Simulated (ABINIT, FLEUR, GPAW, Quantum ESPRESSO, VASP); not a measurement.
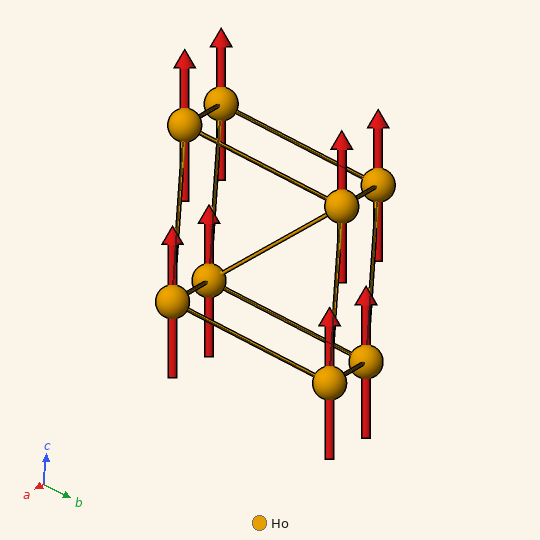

Ho, body-centred cubic (W type), space group Im-3m (No. 229), a = 3.981 Å, b = 3.981 Å, c = 3.981 Å, α = 90.00°, β = 90.00°, γ = 90.00°. The run's cell of 1 atom, with the site moments from GPAW (PAW data 1.2.1) as arrows (above 0.25 μB; red up, blue down). The cell is a structure listed in the Materials Project. This isn't the form of Ho at room conditions, which is hcp.

One fixed geometry in five programs or potential sets. Alike in all runs: functional PBE; k mesh 9 × 9 × 9 on the run's cell of 1 atom; occupations fermi-dirac, width 0.05 eV; collinear spin, ferromagnetic start; no spin-orbit coupling. All runs are metallic. A dash marks a pressure that wasn't computed or isn't reliable.

```tsv
program	pressure (GPa)	net moment (μB per cell of 1)
GPAW (PAW data 1.2.1)	1.2	3.30
Quantum ESPRESSO (SSSP 1.3 efficiency)	?	?
ABINIT (JTH PAW PBE v2.0)	0.3	3.32
FLEUR (all-electron)	-	3.30
VASP (PBE potentials, release 64 Ho)	2.4	3.64
```

**What does Quantum ESPRESSO (SSSP 1.3 efficiency) give?**

A pressure of 0.0 GPa and a moment of 3.32 μB. The other rows span 0.3 to 2.4 GPa and 3.30 to 3.64 μB.

**Is this cell larger or smaller than the equilibrium cell of this functional?**

The pressures reach from 0.0 to 2.4 GPa, across zero or close to it, so the programs don't settle the sign.

Plane-wave pressures hold the error of each finite cutoff. Each run keeps the magnetic state that it reached from a ferromagnetic start.

Notes on single rows: GPAW (PAW data 1.2.1): one-centre terms of the f shell are cut off.

Caveat: semilocal functionals without U treat localised f shells poorly, and where the shell is open runs can settle in different occupations.
